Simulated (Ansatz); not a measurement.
C

```xyz
8
Lattice="2.4416 0.0000 0.0000 0.0000 4.2290 0.0000 0.0000 0.0000 4.0668" Properties=species:S:1:pos:R:3 pbc="T T T"
C     2.3944    1.4097    0.2555
C     1.1736    3.5242    0.2555
C     1.2680    0.7049    2.2889
C     0.0472    2.8194    2.2889
C     0.0472    1.4097    1.7779
C     1.2680    3.5242    1.7779
C     1.1736    0.7049    3.8113
C     2.3944    2.8194    3.8113
```

Space group C222₁; changed on purpose from its base cell (mode 4 frozen in at -0.048 Å, equal normal strain along x, y and z -0.0167); not relaxed (largest force 0.6 eV/Å); computed pressure about 26 GPa in this cell; PAW files of the earlier set (soft_1).

Method: DFT LDA, scalar-relativistic, plane waves, PAW in Ansatz.

Core electrons are frozen (PAW), and the valence fields are smoothed inside the atomic spheres.

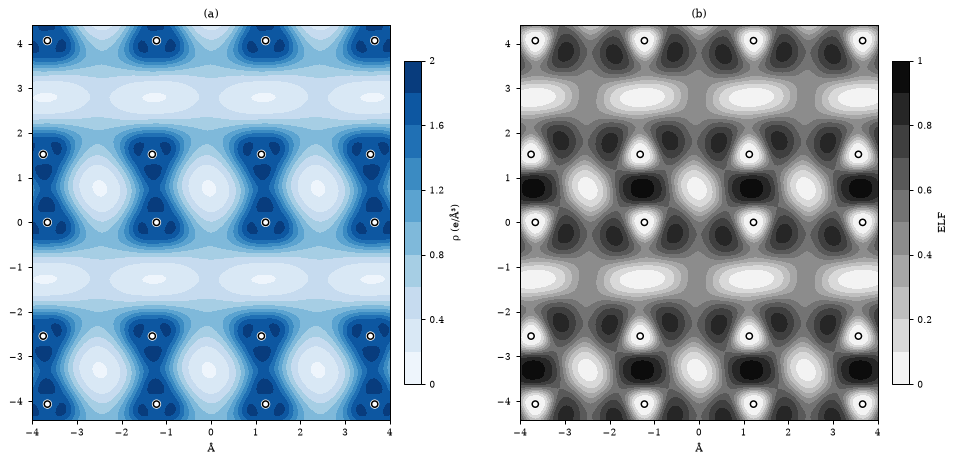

Figure 1. (a) valence charge density (pseudo); (b) ELF on the (010) plane of the conventional cell. Circles mark the nuclei in the plane (C).

Q: Read the bonding off the picture.

A: The plane passes through C nuclei.
Atoms just off the plane (C, 0.7 Å away) can leave unmarked features too.
C–C (1.53 Å): ρ at the midpoint is about 1.7 e/Å³; the ELF peaks at about 0.95 between the atoms; a covalent bond.
Between the atoms the lowest density in this plane is 0.17 e/Å³.

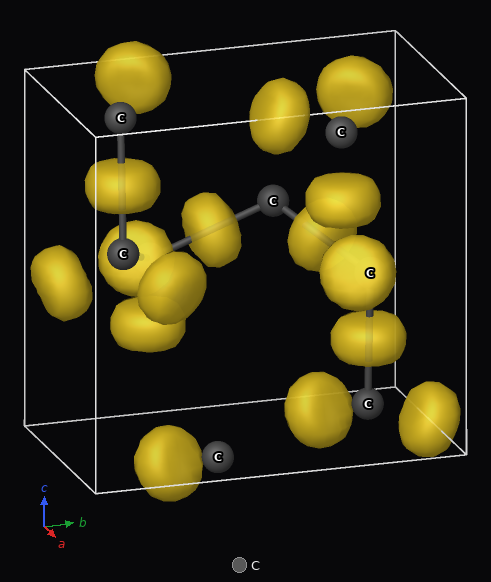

Figure 2. Isosurface of the ELF at 0.8 (yellow), seen at an oblique angle. Only the valence region is drawn (cores and ρ < 0.01 e/Å³ removed). Sticks mark near contacts.

Q: Identify the bonds, lone pairs and shells in this picture.

A: The ELF exceeds this value in 16 regions between bonded C–C atoms (shared pairs), counted in one cell of 8 atoms. Any copies at cell faces, edges or corners count once. Along the contacts the grid gives the following. C–C (1.50 Å): the ELF peaks at about 0.95 between the atoms (a covalent bond).

Q: Does the calculation make it a metal, or give it a gap?

A: It is gapped, with a Kohn–Sham gap of 2.8 eV on the k-point mesh, an upper bound to the gap of this method.
